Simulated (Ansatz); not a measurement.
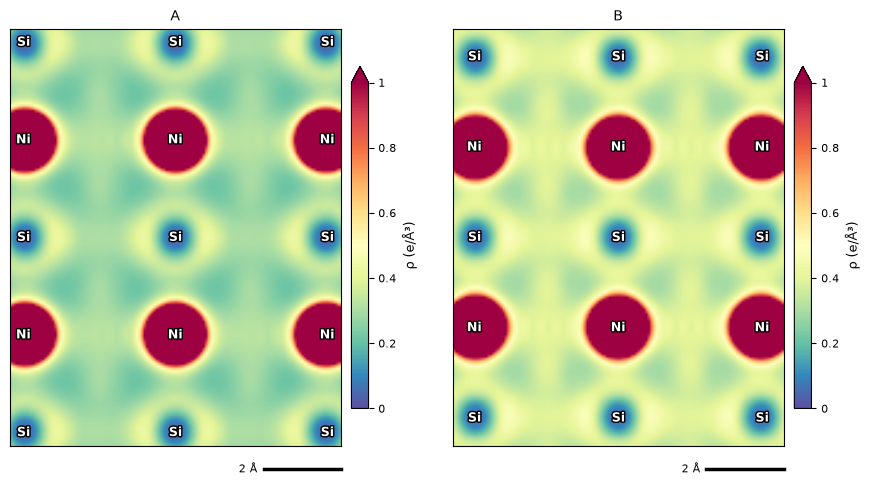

SiNi₂. The valence electron density of two cells that differ in size and shape, on the (010) plane of each (indices in the axes of the calculation cell), at one length scale and on one colour scale; one has 9.4 and the other 11.3 Å³ an atom.

Space group P6₃/mmc; computed without spin polarisation.

Method: DFT r2SCAN, scalar-relativistic, plane waves, PAW in Ansatz.

The density is the valence pseudo-density of a PAW calculation; it isn't the true density close to the nuclei.

The larger cell:

```
CELL_PARAMETERS angstrom
3.93324 0.00000 0.00000
-1.96662 3.40629 0.00000
0.00000 0.00000 5.05464
ATOMIC_POSITIONS crystal
Si 0.33333 0.66667 0.75000
Si 0.66667 0.33333 0.25000
Ni 0.00000 0.00000 0.00000
Ni 0.00000 0.00000 0.50000
Ni 0.33333 0.66667 0.25000
Ni 0.66667 0.33333 0.75000
```

The smaller cell: a = 3.725 Å, b = 3.725 Å, c = 4.679 Å, α = 90.00°, β = 90.00°, γ = 120.00°.

Which is the denser cell? Describe the effect of the change.

Panel B is the smaller cell, by 17 % in volume. From the larger cell to the smaller, Si–Ni goes from 2.53 to 2.34 Å, and the density at its midpoint from 0.32 to 0.42 e/Å³; the pressure goes from −11 to 39 GPa.
